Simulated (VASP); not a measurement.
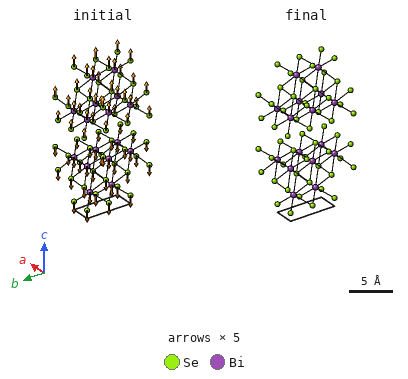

The structure of a slab of composition Bi$_{2}$Se$_{3}$ before (left) and after (right) a relaxation, at one scale. The orange arrows give the displacements (the part carried along by the change of the cell is left out), magnified 5 times.

A ball-and-stick model of the 1 × 2 repeat of the cell, outlined in the plane, without the vacuum, seen from a free direction.

The run lets cell and atoms move.

All numbers below come from VASP, Kohn-Sham DFT of a periodic cell, PBE, VASP PAW PBE potentials, recommended.

Input
```
SYSTEM = Bi2Se3
ALGO = Normal ; EDIFF = 1E-6
EDIFFG = -0.01 ; ENCUT = 600
GGA = PE ; IBRION = 2
ISIF = 3 ; ISMEAR = 0
KPAR = 4 ; LASPH = .True.
LATTICE_CONSTRAINTS = .TRUE. .TRUE. .FALSE. ; LCHARG = .False.
LREAL = .False. ; LWAVE = .False.
NELM = 80 ; NSW = 90
PREC = Accurate ; SIGMA = 0.03
```

Command:
```bash
cat potpaw_PBE.64/Se/POTCAR potpaw_PBE.64/Bi_d/POTCAR > POTCAR
mpirun -np 4 vasp_std > vasp.out
```

> Summarise the run.

The run was cut off at its time limit before the relaxation converged, so the last structure is only a point on the way. Over 49 geometry steps the energy falls by 0.102 eV per cell of the calculation. The largest force component goes from 0.23 to 0.013 eV/Å. The largest moves relative to the cell and the layer's centre, 0.31 Å, are those of Se atoms. By element the largest moves are Se 0.31 Å, Bi 0.30 Å. In the plane the drawn cell goes a 4.143 → 4.189 Å (+1.1 %), b 8.286 → 8.378 Å (+1.1 %). Among the contacts that change: Bi–Se 3.075 → 3.108 Å, Bi–Se 2.851 → 2.877 Å.
